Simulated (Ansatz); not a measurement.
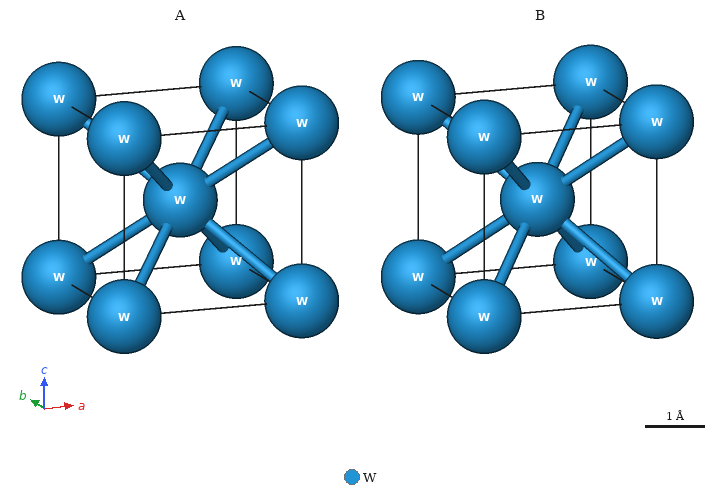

Two geometries of solid W (set up in Im-3m): one is the relaxed structure, the other was perturbed away from it. Style: ball-and-stick. Shown: the cell of the calculation, slightly off an axis.

The calculation used DFT PBEsol, scalar-relativistic, plane waves, PAW in Ansatz. (plane-wave cutoff 420 eV; k-point mesh 16 × 16 × 16; occupations gaussian; smearing width 0.1 eV; no spin polarisation)

Question: Which one is perturbed?

Answer: Structure A is the perturbed one. Uniaxial strain along a, +3.0 %, is applied. The b and c axes and the atoms are relaxed. The volume changes by +1.3 %, with a 3.154 → 3.249 Å (+3.0 %), b = c 3.154 → 3.128 Å (−0.9 %). No atom moves by more than 0.005 Å relative to the cell. Some distances before and after: W–W 2.732 → 2.744 Å. The space group (tolerance 0.01 Å) goes from Im-3m (No. 229) to I4/mmm (No. 139). The energy rises by 16.1 meV per atom. Pressure: −0.1 GPa before, −3.8 GPa after. The principal stresses (compression positive) are −11.3 GPa along a and none across it. It is metallic before and after.
